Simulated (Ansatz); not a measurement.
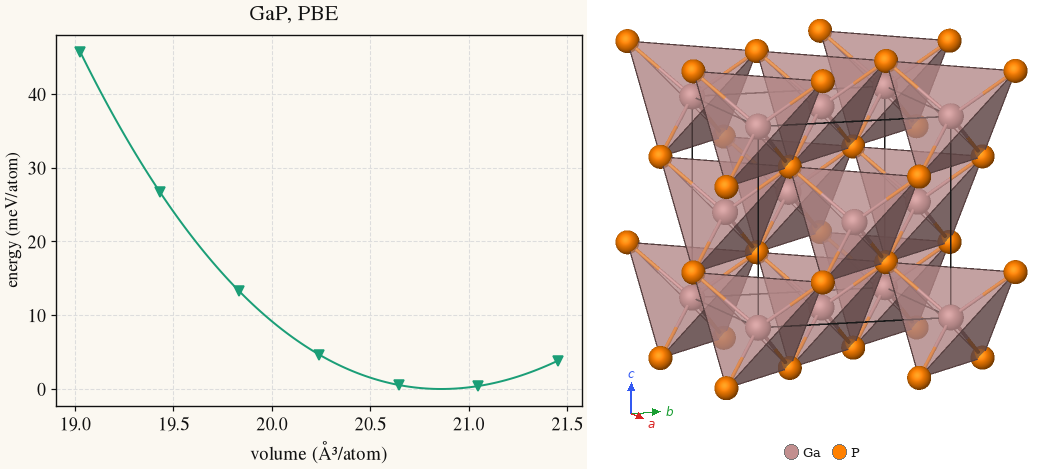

Plotted: energy against volume for GaP, space group F-43m (No. 216). The conventional cell is drawn beside the plot.

The given structure:
```xyz
2
Lattice="0.0000 2.7252 2.7252 2.7252 0.0000 2.7252 2.7252 2.7252 0.0000" Properties=species:S:1:pos:R:3 pbc="T T T"
Ga    0.0000    0.0000    0.0000
P     4.0879    4.0879    4.0879
```

How it was computed, with Ansatz 0.2.0: all-electron LAPW DFT, no spin polarisation; energies at scaled volumes of the given cell, shape and fractions fixed, counted from the fit's minimum, third-order Birch-Murnaghan fit. Level: PBE.

| setting | value |
| --- | --- |
| k mesh | 8×8×8 |
| occupations | Fermi–Dirac |
| smearing width | 0.05 eV |
| potentials | all electron LAPW, scalar relativistic |
| program settings | basis error eV/atom 0.0005 |

From this curve and the settings, what does the calculation give for the pressure at the same points?

The pressure falls from 8.69 GPa at volume 19.03 Å³/atom to −2.02 GPa at 21.45 Å³/atom, and changes sign near 20.87 Å³/atom.

| volume (Å³/atom) | pressure (GPa) |
| --- | --- |
| 19.03 | 8.69 |
| 19.43 | 6.40 |
| 19.84 | 4.33 |
| 20.24 | 2.48 |
| 20.65 | 0.82 |
| 21.05 | −0.68 |
| 21.45 | −2.02 |
